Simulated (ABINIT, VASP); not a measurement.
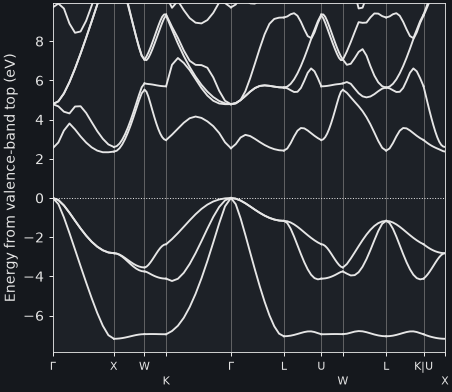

Band structure. Energies are counted from the top of the valence band.

**Which of these calculations gave it?**
A. cubic perovskite-type BaZrO3, space group Pm-3m (No. 221), 5 atoms in the cell (cubic a = 4.191 Å); PBEsol
B. zincblende GaP, space group F-43m (No. 216), 2 atoms in the primitive cell (cubic a = 5.505 Å); HSE06
C. fcc Cu, space group Fm-3m, 1 atom in the primitive cell (cubic a = 3.524 Å); LDA

B. The bands leave a gap. The gap along this path is 2.33 eV and indirect, from the valence-band top at Γ to the conduction-band bottom between Γ and X; the smallest direct gap is 2.54 eV, at Γ. At X the lowest conduction band lies only 0.03 eV higher. Three bands meet at the valence-band top at Γ: it is triply degenerate (spin aside). The top valence band spans 3.5 eV and the lowest conduction band 3.2 eV. A face-centred cubic lattice: the path Γ–X–W–K–Γ–L–U–W–L–K|U–X runs through the special points of its Brillouin zone.

Method: HSE06, VASP PAW PBE potentials, release 64 (Ga_d, P), no spin polarisation, no spin-orbit coupling, 6×6×6 k mesh, 520 eV cutoff, Gaussian smearing of 0.02 eV (VASP 6.6.1).

The PAW data sets were made with another functional. The k mesh is thin for exact exchange. The cell was built from a pattern and not relaxed, so its bond lengths can be off.
